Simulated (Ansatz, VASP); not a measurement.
# Zn12BPt12: VASP beside Ansatz

Wanted: the spread between two codes on one cell, functional and k mesh. The structure shown is the end of the VASP relaxation below.

Program: Ansatz 0.2.0. Level of theory: plane waves, with VASP 6.6.1 beside it; single point at PBEsol. Results are calculated unless marked as measured.

**1. The structure**

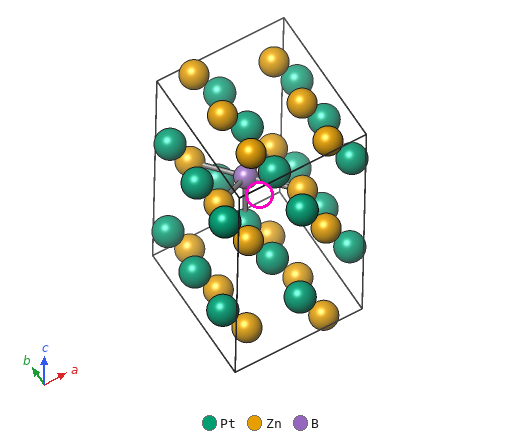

The cell as given, slightly off an axis (platinum teal, zinc orange, boron purple). A ring marks the centre wherever it is empty. Some periodic images of atoms are drawn too.

The cell holds 25 atoms: 12 Pt, 12 Zn and 1 B. Cell: a = 6.336 Å, b = 8.501 Å, c = 6.947 Å, α = 90.0°, β = 90.0°, γ = 63.4°. It derives from ZnPt. Nearest the centre at fractional (0.000, 0.167, 0.250): B25 at 1.38 Å, Zn13 at 1.54 Å, Zn19 at 1.54 Å, Pt2 at 2.25 Å, Pt1 at 2.25 Å, Pt4 at 2.39 Å, Pt3 at 2.42 Å, Zn23 at 3.19 Å.

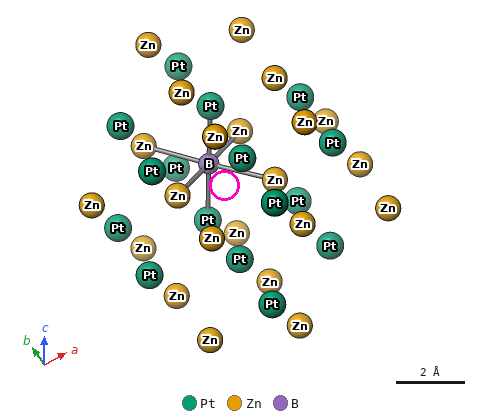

The atoms within 5 Å of the centre. A ring marks the centre wherever it is empty. Bonds to atoms that aren't drawn are left out.

**2. VASP: relaxation, PBEsol**

This run makes the geometry at which the two programs are then compared.

Lines of VASP's logs that name or quote its potential files are left out, and so is its time.

The input, INCAR:

```
SYSTEM = Zn12BPt12
PREC = Normal
ENCUT = 320
EDIFF = 1E-05
NELM = 120
ISMEAR = 1
SIGMA = 0.15
LREAL = Auto
ALGO = Fast
GGA = PS
LORBIT = 11
LWAVE = .FALSE.
LCHARG = .FALSE.
KPAR = 3
IBRION = 2
NSW = 60
ISIF = 2
EDIFFG = -0.05
POTIM = 0.4
MAXMIX = 40
ISYM = 0
```

The input, POSCAR:

```
Zn12BPt12
1.0
    5.6674863488      2.8337431744      0.0000000000
    0.0000000000      8.5012295232      0.0000000000
    0.0000000000      0.0000000000      6.9465166558
Pt Zn B
12 12 1
Direct
    0.0031614829     -0.0018659824     -0.0042663636
   -0.0003882171     -0.0009194500      0.5022322665
    0.0006833112      0.3292688256     -0.0034410429
    0.0031188043      0.3338929476      0.4981566492
   -0.0000037011      0.6677161571      0.0013486021
    0.0030921722      0.6662393509      0.4997269759
    0.4990865507      0.1694548912     -0.0064805265
    0.4995106990      0.1669074031      0.4958962196
    0.5011744664      0.4980763069      0.0024831001
    0.4995567979      0.5017219845      0.5035092224
    0.5013513207      0.8308226707     -0.0043599367
    0.5061875195      0.8310090007      0.4980175245
    0.2505090690      0.0827133292      0.2524534376
    0.2501197292      0.0833257708      0.7479426243
    0.2516570595      0.4136820378      0.2519171895
    0.2553778251      0.4112870806      0.7428993786
    0.2521769042      0.7552685519      0.2471181964
    0.2455864181      0.7528568028      0.7475794441
    0.7482142860      0.2497762565      0.2515317089
    0.7485697280      0.2511305048      0.7494917359
    0.7470192390      0.5835744968      0.2472636655
    0.7500229907      0.5806816611      0.7468534032
    0.7551414745      0.9148277206      0.2498448085
    0.7518051615      0.9150748376      0.7493420145
    0.0015003079      0.2918309758      0.2466622214
```

The input, KPOINTS:

```
Automatic mesh
0
Gamma
3 3 3
0 0 0
```

PAW data sets: Pt, Zn and B (PBE family, release 64).

Started as:

```
$ mpirun -np 3 vasp_std
```

Numbers of over 12 decimals in the logs are rounded to 6 here.

Output:

```text
[banner, memory and clock lines left out]
running    3 mpi-ranks, on    1 nodes
 distrk:  each k-point on    1 cores,    3 groups
 distr:  one band on    1 cores,    1 groups

 POSCAR found type information on POSCAR PtZnB
 POSCAR found :  3 types and      25 ions
|                                                                             |
|               ----> ADVICE to this user running VASP <----                  |
|                                                                             |
|     You enforced a specific xc type in the INCAR file but a different       |
|     [... a line on the potential file left out ...]
|     I HOPE YOU KNOW WHAT YOU ARE DOING!                                     |
|                                                                             |

 LDA part: xc-table for (Slater+PW92), standard interpolation
 POSCAR, INCAR and KPOINTS ok, starting setup
 FFT: planning ... GRIDC
 FFT: planning ... GRID_SOFT
 FFT: planning ... GRID
 WAVECAR not read
 entering main loop
       N       E                     dE             d eps       ncg     rms          rms(c)
DAV:   1     0.241183034518E+04    0.24118E+04   -0.83308E+04  4488   0.166E+03
DAV:   2     0.269595397680E+03   -0.21422E+04   -0.20404E+04  4480   0.462E+02
DAV:   3    -0.102791126612E+03   -0.37239E+03   -0.34011E+03  4648   0.168E+02
DAV:   4    -0.126085860755E+03   -0.23295E+02   -0.22675E+02  4952   0.476E+01
DAV:   5    -0.126577560553E+03   -0.49170E+00   -0.48961E+00  4840   0.591E+00    0.474E+01
RMM:   6    -0.118622236163E+03    0.79553E+01   -0.24132E+01  4480   0.163E+01    0.230E+01
RMM:   7    -0.118122610703E+03    0.49963E+00   -0.27469E+00  4480   0.474E+00    0.772E+00
RMM:   8    -0.118017394732E+03    0.10522E+00   -0.72052E-01  4485   0.267E+00    0.279E+00
RMM:   9    -0.117975402492E+03    0.41992E-01   -0.14532E-01  4506   0.159E+00    0.501E-01
RMM:  10    -0.117974347431E+03    0.10551E-02   -0.27435E-02  4507   0.427E-01    0.300E-01
RMM:  11    -0.117974078141E+03    0.26929E-03   -0.54906E-03  4556   0.203E-01    0.174E-01
RMM:  12    -0.117974046361E+03    0.31780E-04   -0.17138E-03  4504   0.116E-01    0.687E-02
RMM:  13    -0.117974047455E+03   -0.10946E-05   -0.50366E-04  4746   0.634E-02    0.424E-02
RMM:  14    -0.117974051395E+03   -0.39391E-05   -0.15478E-04  4738   0.322E-02    0.266E-02
RMM:  15    -0.117974049699E+03    0.16958E-05   -0.27997E-05  3014   0.148E-02
   1 F= -.11797405E+03 E0= -.11797136E+03  d E =-.117974E+03
[... from here on, the cycles between the ionic steps are left out ...]
   2 F= -.12035620E+03 E0= -.12035822E+03  d E =-.238215E+01
   3 F= -.12037424E+03 E0= -.12037593E+03  d E =-.240019E+01
  12 F= -.12067168E+03 E0= -.12067291E+03  d E =-.482636E-02
  13 F= -.12067386E+03 E0= -.12067515E+03  d E =-.700422E-02
  14 F= -.12067412E+03 E0= -.12067545E+03  d E =-.726648E-02
  15 F= -.12067650E+03 E0= -.12067784E+03  d E =-.237701E-02
  16 F= -.12067656E+03 E0= -.12067791E+03  d E =-.244234E-02
  17 F= -.12067850E+03 E0= -.12067982E+03  d E =-.193538E-02
  18 F= -.12067905E+03 E0= -.12068035E+03  d E =-.248495E-02
  19 F= -.12067920E+03 E0= -.12068049E+03  d E =-.263450E-02
  20 F= -.12067996E+03 E0= -.12068125E+03  d E =-.760171E-03
  21 F= -.12068059E+03 E0= -.12068188E+03  d E =-.138886E-02
 curvature:  -3.02 expect dE=-0.169E-02 dE for cont linesearch -0.650E-05
 trial: gam= 0.55601 g(F)=  0.559E-03 g(S)=  0.000E+00 ort = 0.651E-04 (trialstep = 0.166E+01)
 search vector abs. value=  0.124E-02
 bond charge predicted
       N       E                     dE             d eps       ncg     rms          rms(c)
DAV:   1    -0.120680962602E+03   -0.37119E-03   -0.44220E-01  4480   0.172E+00    0.663E-02
RMM:   2    -0.120681227005E+03   -0.26440E-03   -0.30149E-03  4480   0.195E-01    0.494E-02
RMM:   3    -0.120681247557E+03   -0.20552E-04   -0.49658E-04  4551   0.689E-02    0.314E-02
RMM:   4    -0.120681247211E+03    0.34574E-06   -0.14436E-04  4564   0.373E-02    0.222E-02
RMM:   5    -0.120681245656E+03    0.15553E-05   -0.57902E-05  3585   0.219E-02
  22 F= -.12068125E+03 E0= -.12068251E+03  d E =-.657485E-03
 trial-energy change:   -0.000657  1 .order   -0.000595   -0.000985   -0.000205
 step:   1.9342(harm=  2.0905)  dis= 0.00790  next Energy=  -120.681263 (dE=-0.675E-03)
 reached required accuracy - stopping structural energy minimisation
```

From OUTCAR (step 2):

```text
ion  position               nearest neighbor table
   1  0.003  0.998  0.996-  18 2.61  17 2.62  14 2.64  24 2.64  20 2.66  23 2.66  13 2.68  19 2.69
                             3 2.81   5 2.82  11 2.82   7 2.86   2 3.43
   2  1.000  0.999  0.502-  18 2.61  24 2.63  14 2.64  23 2.64  20 2.65  17 2.65  13 2.66  19 2.66
                             6 2.82   8 2.83   4 2.86  12 2.87   1 3.43
   3  0.001  0.329  0.997-  25 1.77  20 2.62  14 2.63  22 2.66  13 2.66  19 2.67  21 2.68  16 2.68
                            15 2.69   1 2.81   7 2.83   9 2.83   5 2.88   4 3.46   4 3.48
   4  0.003  0.334  0.498-  25 1.78  16 2.61  15 2.61  13 2.63  22 2.64  14 2.65  19 2.66  21 2.66
                            20 2.68   8 2.81   6 2.83  10 2.85   2 2.86   3 3.46   3 3.48
   5  1.000  0.668  0.001-  23 2.62  24 2.65  21 2.65  18 2.66  17 2.66  15 2.68  22 2.69  16 2.73
                             1 2.82  11 2.83   9 2.84   3 2.88   6 3.46   6 3.48
   6  0.003  0.666  0.500-  18 2.62  23 2.64  24 2.65  16 2.65  15 2.65  22 2.66  17 2.69  21 2.69
                            10 2.81  12 2.82   2 2.82   4 2.83   5 3.46   5 3.48
   7  0.499  0.169  0.994-  16 2.61  20 2.61  14 2.64  24 2.65  15 2.66  19 2.67  13 2.70  23 2.71
                             9 2.80   3 2.83   1 2.86  11 2.87   8 3.46   8 3.49
   8  0.500  0.167  0.496-  16 2.60  15 2.61  19 2.62  13 2.62  23 2.65  14 2.66  20 2.67  24 2.68
                             4 2.81   2 2.83  12 2.84  10 2.85   7 3.46   7 3.49
   9  0.501  0.498  0.002-  21 2.62  19 2.64  20 2.65  15 2.65  17 2.66  22 2.67  16 2.69  18 2.70
                             7 2.80  11 2.83   3 2.83   5 2.84  10 3.47  10 3.48
  10  0.500  0.502  0.504-  22 2.60  16 2.61  20 2.63  18 2.64  21 2.66  19 2.67  15 2.67  17 2.69
                             6 2.81  12 2.82   8 2.85   4 2.85   9 3.47   9 3.48
  11  0.501  0.831  0.996-  17 2.62  21 2.64  24 2.64  22 2.64  18 2.64  14 2.65  23 2.69  13 2.69
                             1 2.82   5 2.83   9 2.83   7 2.87  12 3.46  12 3.49
  12  0.506  0.831  0.498-  21 2.63  22 2.64  17 2.64  23 2.64  24 2.64  13 2.65  14 2.67  18 2.67
                             6 2.82  10 2.82   8 2.84   2 2.87  11 3.46  11 3.49
  13  0.251  0.083  0.252-  25 1.77   8 2.62   4 2.63  12 2.65   2 2.66   3 2.66   1 2.68  11 2.69
                             7 2.70  17 2.78  15 2.82  19 2.85  23 2.86
  14  0.250  0.083  0.748-   3 2.63   1 2.64   2 2.64   7 2.64   4 2.65  11 2.65   8 2.66  12 2.67
                            16 2.80  18 2.82  20 2.84  24 2.84
  15  0.252  0.414  0.252-  25 2.25   8 2.61   4 2.61   6 2.65   9 2.65   7 2.66  10 2.67   5 2.68
                             3 2.69  19 2.81  13 2.82  21 2.86  17 2.91
  16  0.255  0.411  0.743-   8 2.60   7 2.61  10 2.61   4 2.61   6 2.65   3 2.68   9 2.69   5 2.73
                            20 2.80  14 2.80  22 2.86  18 2.88
  17  0.252  0.755  0.247-  11 2.62   1 2.62  12 2.64   2 2.65   9 2.66   5 2.66   6 2.69  10 2.69
                            13 2.78  21 2.81  23 2.82  15 2.91
  18  0.246  0.753  0.748-   2 2.61   1 2.61   6 2.62  10 2.64  11 2.64   5 2.66  12 2.67   9 2.70
                            24 2.80  14 2.82  22 2.86  16 2.88
  19  0.748  0.250  0.252-  25 1.79   8 2.62   9 2.64   2 2.66   4 2.66  10 2.67   3 2.67   7 2.67
                             1 2.69  15 2.81  23 2.83  21 2.83  13 2.85
  20  0.749  0.251  0.749-   7 2.61   3 2.62  10 2.63   9 2.65   2 2.65   1 2.66   8 2.67   4 2.68
                            16 2.80  22 2.81  14 2.84  24 2.85
  21  0.747  0.584  0.247-  25 2.27   9 2.62  12 2.63  11 2.64   5 2.65  10 2.66   4 2.66   3 2.68
                             6 2.69  17 2.81  19 2.83  23 2.84  15 2.86
  22  0.750  0.581  0.747-  10 2.60   4 2.64  12 2.64  11 2.64   3 2.66   6 2.66   9 2.67   5 2.69
                            20 2.81  24 2.85  18 2.86  16 2.86
  23  0.755  0.915  0.250-   5 2.62  12 2.64   6 2.64   2 2.64   8 2.65   1 2.66  11 2.69   7 2.71
                            17 2.82  19 2.83  21 2.84  13 2.86
  24  0.752  0.915  0.749-   2 2.63   1 2.64  11 2.64  12 2.64   5 2.65   6 2.65   7 2.65   8 2.68
                            18 2.80  14 2.84  20 2.85  22 2.85
  25  0.002  0.292  0.247-   3 1.77  13 1.77   4 1.78  19 1.79  15 2.25  21 2.27

 Found     14 irreducible k-points:

   k-points           NKPTS =     14   k-points in BZ     NKDIM =     14   number of bands    NBANDS=    160

   dimension x,y,z NGX =    28 NGY =   40 NGZ =   30
   dimension x,y,z NGXF=    56 NGYF=   80 NGZF=   60

   ENCUT  =  320.0 eV  23.52 Ry    4.85 a.u.   9.24 12.40 10.13*2*pi/ulx,y,z

   NELECT =     267.0000    total number of electrons

 k-points in reciprocal lattice and weights: Automatic mesh
   0.00000000  0.00000000  0.00000000       0.037
   0.33333333  0.00000000  0.00000000       0.074
   0.00000000  0.33333333  0.00000000       0.074
   0.33333333  0.33333333  0.00000000       0.074
  -0.33333333  0.33333333  0.00000000       0.074
   0.00000000  0.00000000  0.33333333       0.074
   0.33333333  0.00000000  0.33333333       0.074
  -0.33333333  0.00000000  0.33333333       0.074
   0.00000000  0.33333333  0.33333333       0.074
[...]
-0.33333333  0.33333333  0.33333333       0.074
   0.33333333 -0.33333333  0.33333333       0.074

 average (electrostatic) potential at core
       1 -65.8202       2 -65.8204       3 -66.4832       4 -66.4872       5 -65.8219
       6 -65.8223       7 -65.7960       8 -65.7981       9 -65.7910      10 -65.7946
      11 -65.8442      12 -65.8472      13 -31.4449      14 -31.1257      15 -31.4332
      16 -31.1217      17 -31.1786      18 -31.1579      19 -31.4403      20 -31.1237
      21 -31.4408      22 -31.1225      23 -31.1965      24 -31.1509      25 -25.7095

 E-fermi :   8.0957

 k-point     1 :       0.0000    0.0000    0.0000
  band No.  band energies     occupation
    ...
    131       6.8775      2.00000
    132       7.0359      2.00000
    133       7.2271      2.00000
    134       7.4585      2.00000
    135       7.8292      2.03068
    136       8.2959     -0.06774
    137       8.5256     -0.00039
    138       8.8442     -0.00000
    139       8.9612     -0.00000
    140       9.1261     -0.00000
    ...

 k-point     2 :       0.3333    0.0000    0.0000
  band No.  band energies     occupation
    ...
    131       6.5248      2.00000
    132       6.8093      2.00000
    133       7.0179      2.00000
    134       7.3766      2.00000
    135       8.0571      1.42030
    136       8.3188     -0.05645
    137       8.7156     -0.00000
    138       9.0814     -0.00000
    139       9.4543     -0.00000
    140       9.7828     -0.00000
    ...

 k-point     3 :       0.0000    0.3333    0.0000
  band No.  band energies     occupation
    ...
    130       6.7281      2.00000
    131       7.0786      2.00000
    132       7.4019      2.00000
    133       7.8762      2.05850
    134       8.0001      1.87209
    135       8.4876     -0.00138
    136       8.7949     -0.00000
    137       8.8067     -0.00000
    138       8.9598     -0.00000
    139       9.0947     -0.00000
    ...

  Total       12.5609798     12.0882610     16.1127630     -0.3823375     -0.0891823     -0.0079922
  in kB       60.1304970     57.8675514     77.1331907     -1.8302826     -0.4269235     -0.0382594
  external PRESSURE =      65.0437464 kB  Pullay stress =       0.0000000 kB

  energy-cutoff  :      320.00
  volume of cell :      334.69
      direct lattice vectors                 reciprocal lattice vectors
     5.667486349  2.833743174  0.000000000     0.176445065  0.000000000  0.000000000
     0.000000000  8.501229523  0.000000000    -0.058815022  0.117630044  0.000000000
     0.000000000  0.000000000  6.946516656     0.000000000  0.000000000  0.143957043

 POSITION                                       TOTAL-FORCE (eV/Angst)
 -----------------------------------------------------------------------------------
      5.66215     11.30536      0.00674         0.003579      0.011749     -0.008165
      5.66387     11.30374      3.45465        -0.004304      0.005274     -0.007677
      0.01172      2.82789      6.71390        -0.006597      0.005003      0.010571
      0.00772      2.82415      3.67038         0.011018      0.014141      0.023066
      0.02030      5.67525      6.93925        -0.009360      0.005996      0.006613
      0.01985      5.67511      3.46027        -0.006506     -0.003619     -0.003707
      2.82361      2.79603      6.90219        -0.003478     -0.006996      0.002576
      2.82269      2.79547      3.50204         0.000224     -0.005537     -0.008664
      2.85730      5.67138      6.93003        -0.001131     -0.001964      0.011005
      2.85528      5.67186      3.46588        -0.003803     -0.011010      0.004737
      2.84203      8.48688      6.91424        -0.004805     -0.009408     -0.000913
      2.84209      8.48613      3.48690         0.006040     -0.008056     -0.001002
      1.53027      1.29288      1.72885         0.001821     -0.001233      0.001583
      1.45187      1.31824      5.19966         0.002541      0.013644      0.007630
      1.51284      4.32891      1.72718         0.016306      0.010014     -0.003053
      1.48731      4.31641      5.19813        -0.012780     -0.012715     -0.003335
      1.43095      7.07069      1.72793        -0.015001     -0.001187     -0.007285
      1.42132      7.07498      5.20276         0.009591     -0.005713     -0.007688
      4.13142      4.10550      1.72984         0.016520      0.004166      0.000166
      4.20556      4.17355      5.19991        -0.013254     -0.002226      0.003708
      4.16430      7.18970      1.72730        -0.000420     -0.013474     -0.000199
      4.21509      7.14116      5.19863         0.002739     -0.014328      0.001013
      4.24752      9.90054      1.72844         0.005350      0.008479      0.002852
      4.26731      9.89704      5.20178         0.005754      0.004298      0.000297
      5.65282      5.62706      1.71897        -0.000043      0.014702     -0.024131
 -----------------------------------------------------------------------------------
    total drift:                               -0.001321      0.140756     -0.003784

  FREE ENERGIE OF THE ION-ELECTRON SYSTEM (eV)
  ---------------------------------------------------
  free  energy   TOTEN  =      -120.6812456559 eV

  energy  without entropy=     -120.6850343305  energy(sigma->0) =     -120.68250855

 reached required accuracy - stopping structural energy minimisation

 total charge
# of ion       s       p       d       tot
------------------------------------------
    1        0.642   0.561   8.182   9.385
    2        0.643   0.562   8.182   9.387
    3        0.706   0.742   8.156   9.604
    4        0.705   0.741   8.154   9.600
    5        0.644   0.564   8.182   9.390
    6        0.644   0.564   8.182   9.391
    7        0.649   0.578   8.193   9.420
    8        0.649   0.578   8.194   9.421
    9        0.646   0.574   8.192   9.412
   10        0.647   0.575   8.193   9.415
   11        0.668   0.613   8.193   9.474
   12        0.669   0.614   8.193   9.476
   13        0.570   0.569   9.785  10.925
   14        0.572   0.576   9.794  10.942
   15        0.561   0.566   9.787  10.914
   16        0.566   0.567   9.796  10.929
   17        0.553   0.550   9.788  10.891
   18        0.556   0.547   9.789  10.891
   19        0.569   0.573   9.787  10.929
   20        0.565   0.564   9.796  10.925
   21        0.570   0.571   9.786  10.926
   22        0.571   0.573   9.793  10.937
   23        0.552   0.549   9.787  10.889
   24        0.557   0.549   9.790  10.896
   25        0.765   1.151   0.000   1.916
--------------------------------------------------
tot         15.435  15.174 215.674 246.283

[... 3 further parts left out ...]
```

(Continued in part 2 of 2.)

[Lines on the potential files, build, host, timing and source positions are cut from VASP's logs without a mark.]

[Logs are printed without paths, hosts, clocks, repeated set-up lines and the standing remarks that a program may print on its own settings, such as how far it seeks lower states.]

[Hosts, paths, dates, database ids (printed as entryN), source tags and the programs' standing remarks are cut or masked in the printed files.]
